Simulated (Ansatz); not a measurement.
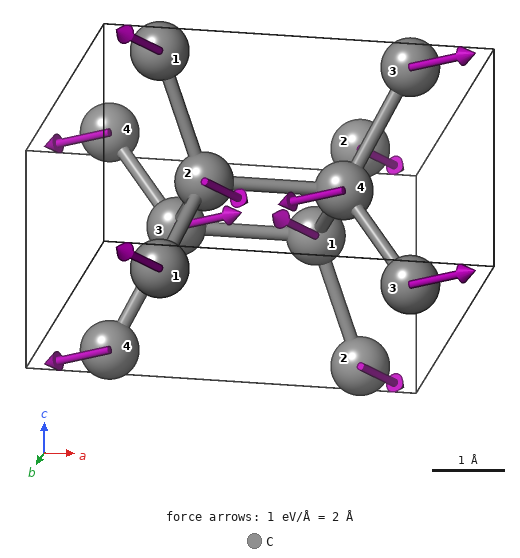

A changed version of a symmetric starting cell of C (made from another compound by putting C in place of Si), with the computed forces as purple arrows. Besides, all lengths are scaled by +2.7 % (volume +8.4 %). A ball-and-stick model of the conventional cell (2 times the calculation's cell), seen from a free direction. Lengths and directions refer to the drawn axes.

Theory: DFT PBE, scalar-relativistic, plane waves, PAW (Ansatz). (plane-wave cutoff 420 eV; k-point mesh 10 × 10 × 10; occupations gaussian; smearing width 0.02 eV; no spin polarisation)

Where do the forces point?

The atoms keep their fractional coordinates. No relaxation follows. The starting cell wasn't computed here and needn't be at equilibrium, so pressure and forces aren't due to the change alone. Some distances before and after: C–C 1.928 → 1.981 Å, C–C 1.900 → 1.951 Å. The space group stays I4/mmm (No. 139). The pressure is −64.7 GPa (not all of it need come from the change, since the unchanged cell can be under pressure at this level too). The principal stresses (compression positive) are −68.2 GPa along c and −62.9 GPa across it. The largest forces, 0.55 eV/Å, act on C1, C2, C3 and C4; on C3 it points along [1 −1 0].
